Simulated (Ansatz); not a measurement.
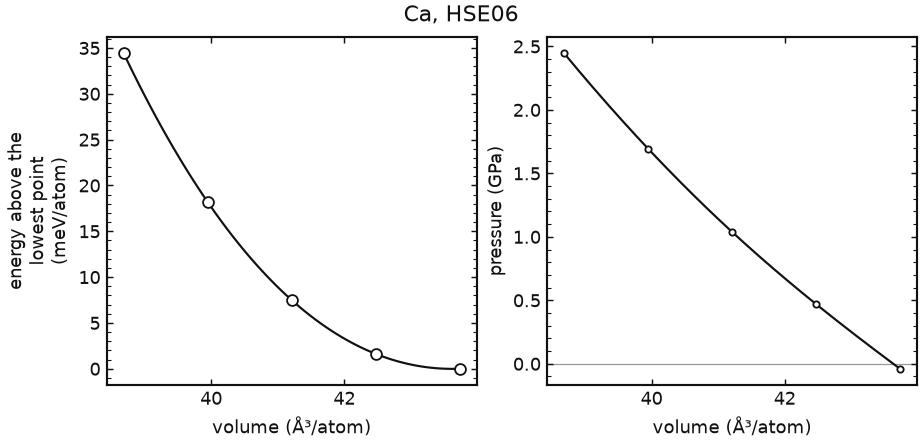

The plot gives the computed energy above the lowest point and pressure against volume for Ca, space group Fm-3m (No. 225) (one of a set of cubic test structures, which need not be the stable phase).

Calculation (Ansatz 0.2.0 development build): equation of state of a cubic crystal from periodic Kohn-Sham density functional theory without spin, third-order Birch-Murnaghan fit to the free energies; pressure corrected for the finite basis. Level: HSE06.

structure type fcc; atoms in cell 1; space group number 225; lattice centring face-centred primitive; k mesh 6×6×6; occupation method Fermi–Dirac; occupation width 0.1 eV; wave cutoff 520 eV; datasets hand-made PAW; density tolerance 0 eV; bands 9; density cutoff ratio 4; search for lower states default; exchange singularity regularized.

Q: How stiff is the solid, and where is its volume at rest?

A: A third-order Birch–Murnaghan fit gives V0 = 43.62 Å³/atom, B0 = 16.5 GPa and B′ = 3.5.

Q: How does the pressure vary with volume?

A: It falls from 2.447 GPa at volume 38.69 Å³/atom to −0.040 GPa at 43.73 Å³/atom.

Keep in mind: modest k-mesh, values are not fully converged in k.
